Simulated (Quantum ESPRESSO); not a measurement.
Ni$_{3}$Si: single-point calculation (part 3 of 3)

Continued. System: Ni$_{3}$Si (4 atoms in the cell). Method: Kohn-Sham DFT of a periodic cell, LDA, GBRV 1.5 LDA, spin-polarised (Quantum ESPRESSO 7.5); cutoff 612.26 eV, 8×8×8 k-mesh, fermi-dirac of 0.05 eV, collinear spins. The structure derives from an entry of the Crystallography Open Database. The volume is scaled by 0.98.

Geometry of the input (Å; fractional positions):
```
3.5182  0.0000  0.0000
0.0000  3.5182  0.0000
0.0000  0.0000  3.5182
Ni 0.5000  0.5000  0.0000
Ni 0.5000  0.0000  0.5000
Ni 0.0000  0.5000  0.5000
Si 0.0000  0.0000  0.0000
```

Log, continued
```
   -85.6956 -85.6837 -85.6718 -46.5880 -46.5880 -46.5833 -46.5695 -46.5695
   -46.5595 -46.4303 -46.4099 -46.4099   6.8585   8.9658  12.8093  12.9308
    12.9308  13.5855  13.8088  14.4712  14.4712  14.6247  14.7244  15.3440
    15.3440  15.3715  15.5206  16.1121  16.6865  20.2365  20.2365  21.6259
    21.8811  21.8811  22.6774  24.2283  27.0827  30.4002  31.2367  32.0766
    32.0766  33.0454

          k = 0.0000 0.1250 0.1250 (  1484 PWs)   bands (ev):

   -85.7052 -85.6736 -85.6725 -46.6127 -46.6078 -46.6021 -46.5637 -46.5595
   -46.5535 -46.4113 -46.4002 -46.3933   5.1656  11.8472  12.3190  12.6637
    13.0625  13.1183  13.2801  14.5382  14.6355  15.1366  15.1767  15.8380
    15.8684  15.9392  16.1334  16.2219  16.5941  17.0379  17.4491  22.0469
    23.4002  23.6893  24.8683  26.3108  27.3826  27.9984  28.5033  30.6457
    31.6223  32.6035

          k = 0.0000 0.1250 0.2500 (  1495 PWs)   bands (ev):

   -85.7020 -85.6766 -85.6727 -46.6096 -46.6004 -46.5917 -46.5690 -46.5620
   -46.5488 -46.4266 -46.4051 -46.3927   5.6868  11.1857  12.2872  12.7920
    12.9991  13.2227  13.4433  14.2761  14.5171  14.7429  15.1199  15.6221
    15.6561  15.8933  16.0362  16.0737  16.5437  17.5713  18.3535  22.1953
    22.9794  23.6456  24.9896  25.2512  27.3064  27.8386  28.7519  29.8826
    31.9575  33.9421

          k = 0.0000 0.1250 0.3750 (  1490 PWs)   bands (ev):

   -85.6975 -85.6810 -85.6727 -46.6030 -46.5910 -46.5853 -46.5719 -46.5663
   -46.5448 -46.4407 -46.4102 -46.3946   6.4588   9.8938  12.5545  12.8494
    12.9304  13.5752  13.5933  14.2815  14.3803  14.7504  14.8777  15.2817
    15.4630  15.6568  15.8229  16.0352  16.5349  18.4612  19.5330  21.3924
    22.1519  23.2440  23.7810  25.3153  28.4204  28.4231  29.2833  30.2444
    31.9935  33.3443

          k = 0.0000 0.1250-0.5000 (  1482 PWs)   bands (ev):

   -85.6947 -85.6837 -85.6727 -46.5984 -46.5862 -46.5856 -46.5711 -46.5695
   -46.5429 -46.4467 -46.4124 -46.3958   7.0025   9.1333  12.6496  12.8909
    12.8970  13.6168  13.8753  14.2781  14.4796  14.6031  14.8612  15.0869
    15.3901  15.5319  15.6537  16.0456  16.5342  19.1317  20.4097  20.4953
    22.1151  22.1670  23.8625  25.0782  28.0968  28.7432  30.5964  31.9818
    32.0242  32.1928

          k = 0.0000 0.2500 0.2500 (  1492 PWs)   bands (ev):

   -85.6990 -85.6778 -85.6744 -46.6151 -46.5933 -46.5830 -46.5747 -46.5636
   -46.5368 -46.4463 -46.4105 -46.3842   6.1858  11.4025  11.5705  12.8260
    12.9130  13.3471  13.6924  13.9957  14.4561  14.6400  15.3284  15.4152
    15.5609  15.7617  15.8342  16.1342  16.3318  17.2657  19.1309  21.0883
    22.3724  25.3120  25.5711  25.6105  26.0256  27.8622  28.1408  31.7890
    31.9223  32.3344

          k = 0.0000 0.2500 0.3750 (  1503 PWs)   bands (ev):

   -85.6949 -85.6811 -85.6752 -46.6178 -46.5846 -46.5803 -46.5738 -46.5667
   -46.5269 -46.4628 -46.4162 -46.3802   6.9150  10.2906  11.8051  12.8447
    13.0044  13.6254  13.7451  14.1207  14.2222  14.8314  14.9942  15.2455
    15.4494  15.5854  15.8078  15.9795  16.2178  17.5692  19.5364  20.1688
    22.4179  23.8764  25.9030  26.1217  26.3896  28.6675  29.6347  30.7658
    30.8320  32.3346

          k = 0.0000 0.2500-0.5000 (  1514 PWs)   bands (ev):

   -85.6921 -85.6837 -85.6753 -46.6186 -46.5811 -46.5793 -46.5712 -46.5695
   -46.5230 -46.4694 -46.4187 -46.3792   7.4116   9.6029  11.9356  12.8168
    13.0814  13.6995  13.9610  14.0096  14.5038  14.5723  14.9717  15.0002
    15.4762  15.5047  15.8396  15.8418  16.1866  18.0083  18.6921  20.9134
    22.4307  22.9010  25.7832  26.2228  26.7617  29.4217  30.0333  30.2434
    30.9772  32.6319

          k = 0.0000 0.3750 0.3750 (  1506 PWs)   bands (ev):

   -85.6911 -85.6820 -85.6781 -46.6287 -46.5770 -46.5750 -46.5736 -46.5677
   -46.5141 -46.4807 -46.4227 -46.3712   7.5646  10.7326  10.8676  12.7690
    13.1420  13.7272  13.8088  14.0747  14.2331  14.8620  14.9887  15.2392
    15.4215  15.4935  15.5164  15.9136  15.9517  17.3071  18.2059  21.0495
    22.6424  24.6190  24.7396  26.5210  27.0592  29.2021  29.3766  29.3816
    31.0827  34.6061

          k = 0.0000 0.3750-0.5000 (  1504 PWs)   bands (ev):

   -85.6882 -85.6837 -85.6791 -46.6326 -46.5746 -46.5724 -46.5712 -46.5694
   -46.5094 -46.4880 -46.4256 -46.3682   7.9823  10.2323  11.0664  12.7390
    13.1398  13.7960  13.8953  13.9697  14.5389  14.5607  15.0830  15.0905
    15.3495  15.4769  15.5382  15.7979  15.8477  17.4445  17.5980  21.6649
    22.7474  23.7950  25.1180  26.4610  27.4079  28.6611  28.7327  29.8496
    33.3013  33.4841

          k = 0.0000-0.5000-0.5000 (  1492 PWs)   bands (ev):

   -85.6837 -85.6837 -85.6837 -46.6376 -46.5712 -46.5712 -46.5694 -46.5694
   -46.5046 -46.4956 -46.4286 -46.3644   8.3336  10.5921  10.5921  12.7075
    13.0132  13.8411  13.9561  13.9561  14.5599  14.5599  15.1322  15.2308
    15.2325  15.2325  15.5586  15.6599  15.7031  17.3079  17.3079  22.2023
    22.9040  24.2850  24.2850  27.1780  27.1780  27.6345  28.0400  31.2681
    34.2366  34.2366

          k = 0.1250 0.1250 0.1250 (  1478 PWs)   bands (ev):

   -85.7041 -85.6736 -85.6736 -46.6153 -46.6007 -46.6007 -46.5629 -46.5629
   -46.5500 -46.4222 -46.3950 -46.3950   5.3431  11.8864  12.4317  12.4317
    12.9061  13.2845  13.2845  14.2657  14.8068  14.8068  15.4447  15.4447
    15.9349  15.9349  16.0971  16.2274  16.5868  17.2790  17.2790  22.8300
    23.7328  23.7328  24.5019  25.6759  25.6759  28.9761  28.9761  31.3274
    31.4449  33.1000

          k = 0.1250 0.1250 0.2500 (  1499 PWs)   bands (ev):

   -85.7009 -85.6767 -85.6736 -46.6137 -46.5972 -46.5926 -46.5679 -46.5596
   -46.5451 -46.4396 -46.3990 -46.3919   5.8568  11.2829  12.2706  12.6924
    12.8408  13.3422  13.4776  14.1440  14.5488  14.6687  15.1962  15.4942
    15.6459  15.9049  15.9271  16.1194  16.5306  17.6731  17.8818  22.8677
    23.2702  23.5466  24.0465  25.5952  26.0523  28.5357  29.7168  30.8331
    31.1279  33.8759

          k = 0.1250 0.1250 0.3750 (  1500 PWs)   bands (ev):

   -85.6966 -85.6810 -85.6736 -46.6073 -46.5931 -46.5912 -46.5721 -46.5531
   -46.5412 -46.4548 -46.4033 -46.3922   6.6138  10.0328  12.4112  12.8498
    12.9017  13.6109  13.6217  14.2191  14.3684  14.5599  15.0650  15.3035
    15.3869  15.6893  15.8670  15.9491  16.4749  18.5729  18.6279  21.2687
    22.0928  23.4510  24.1145  26.4246  26.8050  29.1830  29.5673  30.4622
    31.4541  33.5584

          k = 0.1250 0.1250-0.5000 (  1498 PWs)   bands (ev):

   -85.6939 -85.6837 -85.6735 -46.6017 -46.5940 -46.5912 -46.5739 -46.5495
   -46.5397 -46.4610 -46.4052 -46.3929   7.1403   9.2985  12.4446  12.8688
    12.9745  13.6556  13.9553  14.1625  14.3737  14.4709  15.0493  15.1089
    15.4102  15.4929  15.7372  15.9632  16.4561  19.0785  19.4080  20.2081
    21.3757  23.5467  24.2007  26.2079  27.2588  28.7636  29.8856  31.4469
    32.5935  33.5414

          k = 0.1250 0.2500 0.2500 (  1493 PWs)   bands (ev):

   -85.6981 -85.6778 -85.6753 -46.6174 -46.5986 -46.5916 -46.5636 -46.5552
   -46.5358 -46.4602 -46.4006 -46.3852   6.3458  11.4002  11.7066  12.6621
    12.9109  13.4262  13.6682  14.0031  14.4341  14.5553  15.3253  15.3569
    15.5844  15.6631  15.7803  16.2024  16.4463  17.3021  18.2843  21.2988
    23.5375  23.9602  24.3536  25.8460  26.0005  29.1784  29.5703  30.4279
    32.3686  33.4941

          k = 0.1250 0.2500 0.3750 (  1495 PWs)   bands (ev):

   -85.6941 -85.6811 -85.6758 -46.6185 -46.5993 -46.5928 -46.5611 -46.5487
   -46.5267 -46.4774 -46.4047 -46.3807   7.0548  10.4088  11.8022  12.7677
    13.0883  13.5875  13.7809  14.0763  14.2551  14.5273  15.1921  15.3408
    15.4018  15.5010  15.7561  15.9917  16.3337  17.5752  18.8084  19.9092
    22.4328  24.0559  24.8512  26.2924  27.2891  28.5715  29.9096  30.7756
    31.8682  33.6734

          k = 0.1250 0.2500-0.5000 (  1506 PWs)   bands (ev):

   -85.6915 -85.6837 -85.6759 -46.6187 -46.5973 -46.5954 -46.5606 -46.5455
   -46.5229 -46.4842 -46.4066 -46.3794   7.5286   9.7623  11.8779  12.8174
    13.1567  13.7566  13.8606  14.0221  14.3596  14.3985  15.1127  15.2156
    15.3991  15.4840  15.7459  15.8425  16.2845  17.9767  18.6602  19.6719
    21.7426  24.1893  25.3277  26.4922  26.9838  28.1786  30.8882  31.0227
    32.8648  32.8943

          k = 0.1250 0.3750 0.3750 (  1504 PWs)   bands (ev):

   -85.6906 -85.6819 -85.6785 -46.6287 -46.5990 -46.5940 -46.5517 -46.5472
   -46.5140 -46.4958 -46.4092 -46.3715   7.6727  10.7800  11.0233  12.7420
    13.1630  13.6445  13.9429  13.9525  14.2863  14.5497  15.1743  15.2615
    15.3452  15.5044  15.5911  15.9164  16.1195  17.2287  18.0857  19.8844
    23.0885  23.4276  24.4826  26.7110  28.2664  28.3191  29.8613  31.2482
    32.1711  34.8113

          k = 0.1250 0.3750-0.5000 (  1502 PWs)   bands (ev):

   -85.6879 -85.6837 -85.6795 -46.6326 -46.5968 -46.5958 -46.5495 -46.5451
   -46.5094 -46.5032 -46.4113 -46.3683   8.0568  10.3881  11.1512  12.7618
    13.0806  13.7693  13.9269  13.9645  14.4594  14.4684  15.0753  15.2008
    15.3853  15.4894  15.5309  15.7824  16.0331  17.3554  17.5119  20.2142
    22.5566  23.7752  24.6905  25.9996  28.3227  28.6410  30.4021  31.3765
    33.4846  33.6704

          k = 0.1250-0.5000-0.5000 (  1508 PWs)   bands (ev):

   -85.6837 -85.6837 -85.6837 -46.6375 -46.5958 -46.5958 -46.5450 -46.5450
   -46.5109 -46.5046 -46.4135 -46.3644   8.3670  10.7527  10.7527  12.7372
    12.8650  13.8773  13.8773  14.0766  14.5181  14.5181  14.9593  15.3235
    15.3235  15.3352  15.5392  15.6460  15.8869  17.1991  17.1991  20.5698
    23.0991  23.0991  24.9074  25.2438  28.7712  28.7712  30.6414  31.4778
    34.2828  34.2828

          k = 0.2500 0.2500 0.2500 (  1499 PWs)   bands (ev):

   -85.6956 -85.6777 -85.6777 -46.6211 -46.6035 -46.6035 -46.5460 -46.5460
   -46.5312 -46.4832 -46.3876 -46.3876   6.8020  11.2958  12.0785  12.0785
    13.1009  13.6047  13.6047  14.0175  14.3733  14.3733  15.3384  15.3384
    15.3628  15.6677  15.6677  16.3380  16.5151  17.4138  17.4138  21.1894
    22.5291  22.5291  26.1995  26.1995  26.3713  27.9249  31.4498  31.4498
    33.8893  34.0789

          k = 0.2500 0.2500 0.3750 (  1497 PWs)   bands (ev):

   -85.6921 -85.6812 -85.6777 -46.6218 -46.6118 -46.6073 -46.5428 -46.5319
   -46.5240 -46.5016 -46.3902 -46.3797   7.4444  10.7018  11.7321  12.5562
    13.2926  13.5132  13.7621  14.0826  14.2882  14.3323  15.1531  15.2798
    15.4119  15.5466  15.6836  16.0869  16.4339  17.5428  17.5747  19.8269
    21.2889  23.0510  26.3387  26.6326  26.6647  28.8069  31.4609  32.6478
    33.1074  34.2858

          k = 0.2500 0.2500-0.5000 (  1516 PWs)   bands (ev):

   -85.6896 -85.6837 -85.6777 -46.6208 -46.6147 -46.6094 -46.5422 -46.5266
   -46.5207 -46.5088 -46.3914 -46.3773   7.8473  10.2108  11.6848  12.8283
    13.3313  13.4368  13.9803  13.9921  14.2364  14.3810  15.0796  15.2176
    15.5316  15.5845  15.5999  15.8275  16.3658  17.5969  18.1374  18.8680
    20.8539  23.5686  25.5598  26.8446  26.8463  29.5653  32.3250  32.3270
    34.0121  34.7013

          k = 0.2500 0.3750 0.3750 (  1498 PWs)   bands (ev):

   -85.6892 -85.6819 -85.6799 -46.6290 -46.6170 -46.6136 -46.5303 -46.5275
   -46.5208 -46.5139 -46.3881 -46.3722   7.9585  10.9173  11.4663  12.5511
    13.2255  13.5618  13.6884  14.2426  14.3473  14.3818  14.9187  15.3310
    15.3490  15.5778  15.6610  16.0583  16.3584  16.9862  17.4084  19.1640
    21.5121  21.8682  24.7401  27.0775  29.1256  29.7107  32.1135  32.8924
    34.5154  35.4820

          k = 0.2500 0.3750-0.5000 (  1500 PWs)   bands (ev):

   -85.6869 -85.6837 -85.6804 -46.6325 -46.6174 -46.6158 -46.5291 -46.5278
   -46.5238 -46.5093 -46.3886 -46.3686   8.2449  10.8274  11.3853  12.8317
    12.9302  13.5504  13.7476  14.3385  14.3967  14.4441  14.8249  15.3053
    15.4313  15.5412  15.7269  15.7560  16.2899  17.0496  17.1965  18.9397
    21.1621  22.2150  23.8985  27.2989  29.6369  30.7572  32.2692  34.0221
    34.1495  34.3276

          k = 0.2500-0.5000-0.5000 (  1496 PWs)   bands (ev):

   -85.6837 -85.6837 -85.6837 -46.6375 -46.6176 -46.6176 -46.5357 -46.5237
   -46.5237 -46.5046 -46.3890 -46.3644   8.4491  11.2112  11.2112  12.6231
    12.8254  13.6618  13.6618  14.4761  14.4761  14.5733  14.7027  15.4375
    15.4375  15.4928  15.5932  15.6092  16.1703  16.8848  16.8848  19.0788
    21.6626  21.6626  23.0029  27.5278  31.3150  31.3150  32.0437  33.4584
    34.5397  34.5397

          k = 0.3750 0.3750 0.3750 (  1493 PWs)   bands (ev):

   -85.6871 -85.6819 -85.6819 -46.6306 -46.6267 -46.6267 -46.5400 -46.5156
   -46.5156 -46.5124 -46.3730 -46.3730   8.2903  11.1535  12.1100  12.1100
    13.3417  13.3417  13.4867  14.4011  14.4011  14.6521  14.7069  15.3126
    15.3126  15.5950  15.5950  16.2147  16.4707  16.7123  16.7123  18.7071
    20.9301  20.9301  23.0875  29.6826  29.6826  30.7390  34.3738  34.3738
    34.9873  36.3187

          k = 0.3750 0.3750-0.5000 (  1500 PWs)   bands (ev):

   -85.6854 -85.6836 -85.6819 -46.6331 -46.6313 -46.6280 -46.5471 -46.5145
   -46.5104 -46.5086 -46.3733 -46.3676   8.4460  11.4421  11.6961  12.6887
    12.9196  13.3859  13.4807  14.4317  14.4330  14.6178  14.8570  15.3162
    15.3309  15.5214  15.5985  16.0097  16.4255  16.6775  16.6989  18.3170
    20.6401  21.1799  22.2160  29.9251  30.4483  32.4942  33.5528  35.1767
    35.3460  35.9294

          k = 0.3750-0.5000-0.5000 (  1496 PWs)   bands (ev):

   -85.6836 -85.6836 -85.6836 -46.6374 -46.6322 -46.6322 -46.5540 -46.5095
   -46.5095 -46.5045 -46.3708 -46.3643   8.5335  11.8755  11.8755  12.4441
    12.9467  13.3366  13.3366  14.4620  14.4620  14.5209  15.0471  15.3578
    15.3578  15.4472  15.4936  15.9984  16.3787  16.5555  16.5555  18.1349
    20.8349  20.8349  21.2980  30.3778  32.7371  33.0046  33.0046  35.0398
    35.7802  35.7802

          k =-0.5000-0.5000-0.5000 (  1472 PWs)   bands (ev):

   -85.6836 -85.6836 -85.6836 -46.6373 -46.6373 -46.6373 -46.5607 -46.5045
   -46.5045 -46.5045 -46.3643 -46.3643   8.5690  12.3798  12.3798  12.3798
    13.0113  13.0113  13.0113  14.4566  14.4566  14.4566  15.2264  15.2264
    15.2264  15.4285  15.4285  16.2558  16.4541  16.4541  16.4541  17.8186
    20.5876  20.5876  20.5876  33.0863  33.0863  33.3181  33.3181  33.3181
    37.8326  37.8326

     the Fermi energy is    16.6604 ev

!    total energy              =   -1039.37568052 Ry
     estimated scf accuracy    <          7.6E-12 Ry
     smearing contrib. (-TS)   =      -0.00130660 Ry
     internal energy E=F+TS    =   -1039.37437392 Ry

     The total energy is F=E-TS. E is the sum of the following terms:
     one-electron contribution =    -671.34194122 Ry
     hartree contribution      =     371.50917410 Ry
     xc contribution           =    -109.72591064 Ry
     ewald contribution        =    -629.81569616 Ry

     total magnetization       =    -0.00 Bohr mag/cell
     absolute magnetization    =     0.00 Bohr mag/cell

     convergence has been achieved in  19 iterations

     Forces acting on atoms (cartesian axes, Ry/au):

     atom    1 type  1   force =     0.00000000    0.00000000    0.00000000
     atom    2 type  1   force =     0.00000000    0.00000000    0.00000000
     atom    3 type  1   force =     0.00000000    0.00000000    0.00000000
     atom    4 type  2   force =     0.00000000    0.00000000    0.00000000

     Total force =     0.000000     Total SCF correction =     0.000000

     Computing stress (Cartesian axis) and pressure

          total   stress  (Ry/bohr**3)                   (kbar)     P=     -167.29
  -0.00113718   0.00000000   0.00000000         -167.29        0.00        0.00
   0.00000000  -0.00113718   0.00000000            0.00     -167.29        0.00
   0.00000000   0.00000000  -0.00113718            0.00        0.00     -167.29

=------------------------------------------------------------------------------=
   JOB DONE.
=------------------------------------------------------------------------------=
```

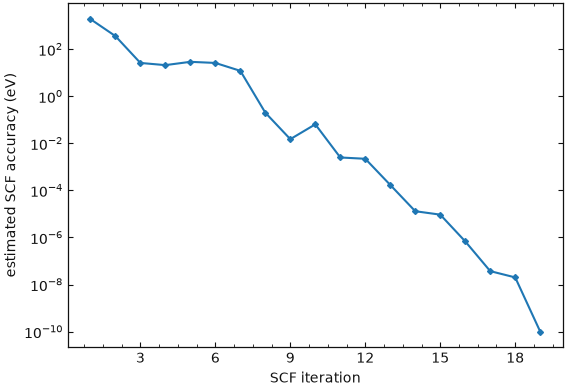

Convergence of the self-consistent field: estimated SCF accuracy against the iteration. The field takes 19 iterations in all.
